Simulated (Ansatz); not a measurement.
System: CoSi, space group P2_13 (No. 198), 8 atoms in the cell.

```cif
data_structure
_symmetry_space_group_name_H-M 'P 1'
_symmetry_Int_Tables_number 1
_cell_length_a 4.3831
_cell_length_b 4.3831
_cell_length_c 4.3831
_cell_angle_alpha 90.000
_cell_angle_beta 90.000
_cell_angle_gamma 90.000
_cell_volume 84.20
loop_
_atom_site_label
_atom_site_type_symbol
_atom_site_fract_x
_atom_site_fract_y
_atom_site_fract_z
_atom_site_occupancy
Co1 Co 0.14569 0.14569 0.14569 1
Co2 Co 0.35431 0.85431 0.64569 1
Co3 Co 0.64569 0.35431 0.85431 1
Co4 Co 0.85431 0.64569 0.35431 1
Si1 Si 0.84364 0.84364 0.84364 1
Si2 Si 0.65636 0.15636 0.34364 1
Si3 Si 0.34364 0.65636 0.15636 1
Si4 Si 0.15636 0.34364 0.65636 1
```

Computed with Ansatz: DFT r2SCAN, scalar-relativistic, plane waves, PAW, no spin polarisation, 8×8×8 k mesh, 500 eV cutoff.

What does the calculation give for the electronic structure? The path is Γ–X–M–Γ–R–X|R–M–X1.

A metal: bands cross the Fermi level along this path. The first band beyond the electron count dips to 0.23 eV below the Fermi level at R, under the top of the band before it at Γ: an overlap of 0.21 eV. The holes that balance these electrons are too few to show here, so the Fermi level is uncertain on this mesh. The density of states at the Fermi level isn't well fixed here: it changes fast, and within 0.3 eV it runs from 0.5 to 10 per eV and cell. The tallest peak in the window is at −3.0 eV; by projected weight it is Co 3d (80 %) and Si 3p (15 %).

The run has no spin polarisation, so a magnetic state may lie lower.

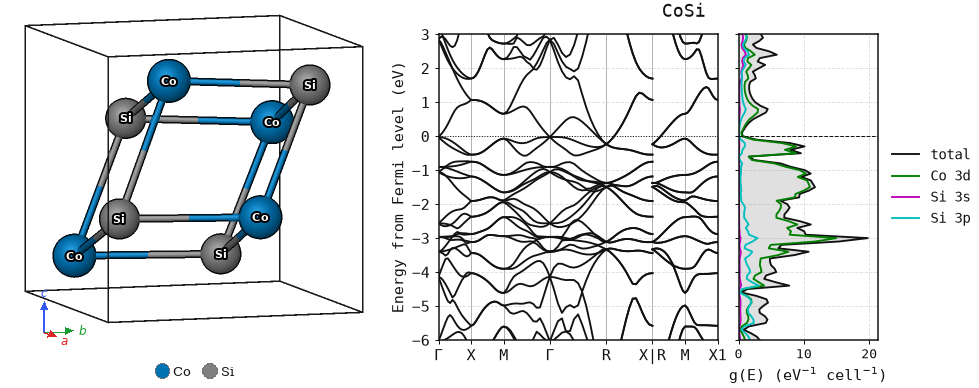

Band structure and density of states, beside the structure. Energies are counted from the Fermi level. The partial curves are projected on Löwdin-orthogonalised atomic shells.
